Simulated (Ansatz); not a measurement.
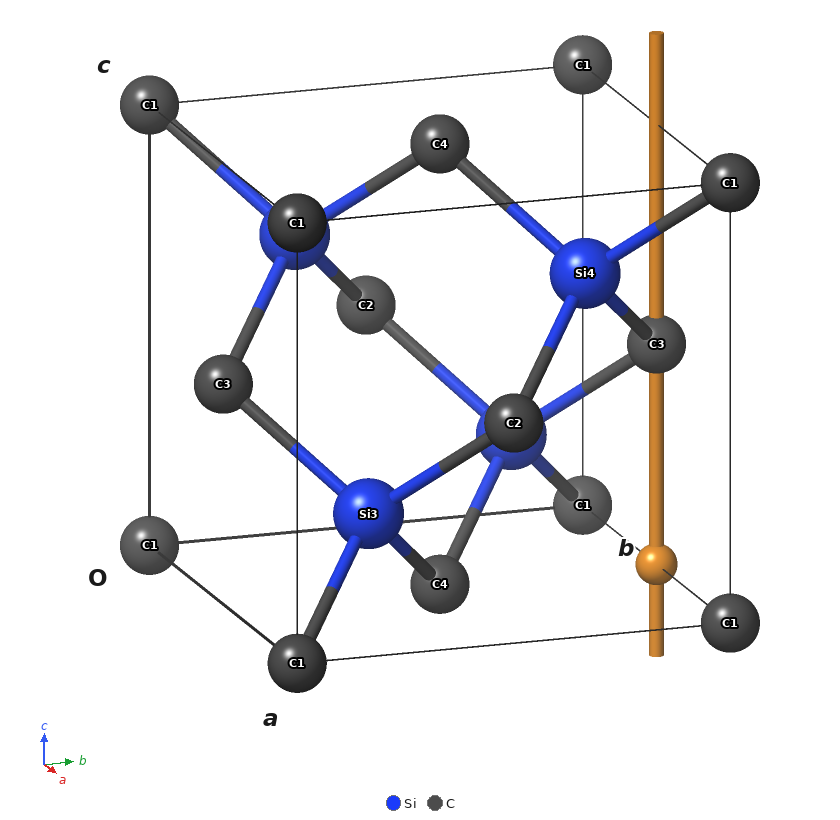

The coloured rod is the axis of a symmetry operation of the crystal, the small sphere its inversion point. Crystal: SiC, the end point of a relaxation with DFT, PBEsol, plane waves, PAW in Ansatz. Symmetry computed with spglib at a tolerance of 0.002 Å; standard conventional cell.

a = 4.357 Å, b = 4.357 Å, c = 4.357 Å, α = 90.00°, β = 90.00°, γ = 90.00°.

```csv
atom,x,y,z
Si1,0.2500,0.2500,0.7500
C1,0.0000,0.0000,0.0000
Si2,0.2500,0.7500,0.2500
C2,0.0000,0.5000,0.5000
Si3,0.7500,0.2500,0.2500
C3,0.5000,0.0000,0.5000
Si4,0.7500,0.7500,0.7500
C4,0.5000,0.5000,0.0000
```

Take the operation x, y, z → −y+3/2, x+1/2, −z.

### What kind of operation is it, and where does it lie?

It is a −4 rotoinversion axis with its inversion point at (1/2, 1, 0), along [0 0 1].

### Onto which atom does it carry each atom (up to whole multiples of a, b and c)?

Si1 → Si2, C1 → C4, Si2 → Si4, C2 → C2, Si3 → Si1, C3 → C3, Si4 → Si3, C4 → C1.

### What is the crystal's space group?

No. 216, F-43m.
